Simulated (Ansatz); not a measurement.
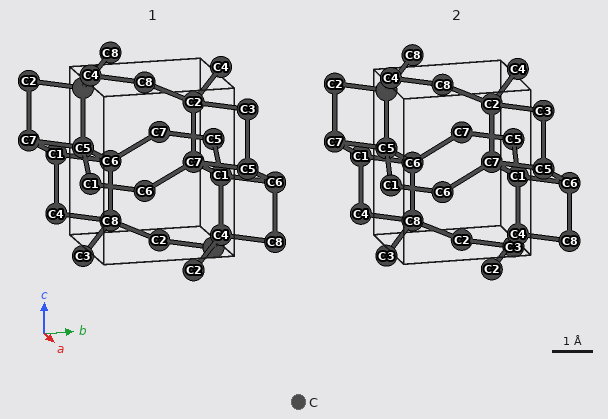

Two geometries of a crystal of C (a generated structure, set up in Cmcm) (coarse preliminary run), drawn at one scale. One is the start of a relaxation, the other its converged end. The picture is a ball-and-stick view of the cell of the calculation, seen slightly off an axis.

The calculation used Ansatz 0.2.0, DFT PBE, scalar-relativistic, plane waves, PAW. (plane-wave cutoff 420 eV; k-point mesh 6 × 6 × 4; occupations gaussian; smearing width 0.1 eV; no spin polarisation; cell and atoms relaxed; force threshold 0.04 eV/Å; at most 70 steps)

**Which one is relaxed?**

Structure 1 is the relaxed one. After 4 accepted moves (6 points after the start) the energy has fallen by 0.644 eV per cell of the calculation. The largest force component goes from 2.1 to 0.0029 eV/Å. The pressure goes from 25.01 to 0.07 GPa. At 2 points the geometry stayed and the basis and grid were re-selected for the new cell (energy shift of 23.1 meV per cell of the calculation at most each time). The largest moves relative to the cell, 0.041 Å, are those of 8 atoms (C1, C2, C3, C4 and others). C5 goes along [3 −3 −1]. The volume changes by +5.9 %, with a = b 3.405 → 3.471 Å (+1.9 %), c 4.342 → 4.413 Å (+1.6 %), γ 94.5° → 91.4°. Among the contacts that change: C1–C6 1.522 → 1.594 Å, C1–C7 1.494 → 1.554 Å, C1–C5 1.543 → 1.498 Å, C1–C4 1.521 → 1.564 Å. Among the angles between lasting bonds that change: C5–C1–C6 120.8° → 123.7°. The space group stays Cmcm (No. 63). Cost: 56 s on 1 thread of Intel(R) Xeon(R) Processor @ 2.50GHz (Skylake/Cascade Lake) (shared host), peak memory 0.35 GiB.
